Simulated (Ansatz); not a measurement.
```xyz
12
Lattice="3.2290 0.0000 0.0000 -1.6145 4.2519 0.0000 0.0000 0.0000 25.9603" Properties=species:S:1:pos:R:3 pbc="T T T"
Si    0.0000    3.7545    7.5991
W    -0.0002    1.2860    8.5799
Si    1.6142    3.0764    9.4501
Si    1.6146    0.6429   10.4721
W     0.0000    2.4642   11.5064
Si    0.0001    0.0278   12.4763
Si    1.6144    1.8508   13.4840
W     0.0000    3.6663   14.4539
Si   -0.0001    1.2357   15.4882
Si    1.6148    3.0541   16.5102
W     1.6147    0.5927   17.3804
Si   -0.0001    2.3760   18.3612
```

Level of theory: DFT PBE, scalar-relativistic, plane waves, PAW (Ansatz 0.2.0).

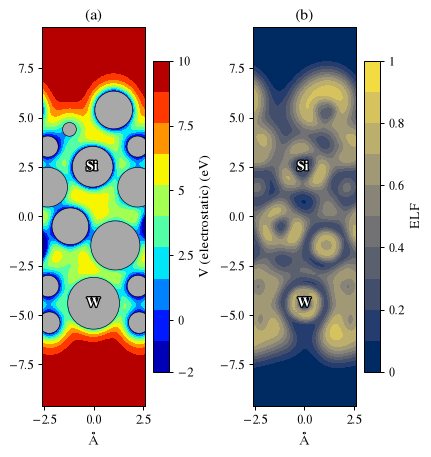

Si$_{2}$W (slab). (a) electrostatic potential energy of an electron; (b) ELF on the (100) plane of the calculation cell, a cut from vacuum to vacuum. Grey discs cover the atomic cores in the potential map.

In a PAW calculation such maps are meaningful between the atoms, not at the nuclei.

### Interpret the plot.

- The section cuts through W and Si sites.
- Atoms just off the plane (Si, 0.4 Å away and W, 0.4 Å away) can leave unmarked features too.
- The features right at W lie inside the PAW spheres, where the map follows smoothed inner orbitals and isn't to be read closely.
- Outside the cores the potential energy rises away from the atoms and is highest in the vacuum; its zero is arbitrary.
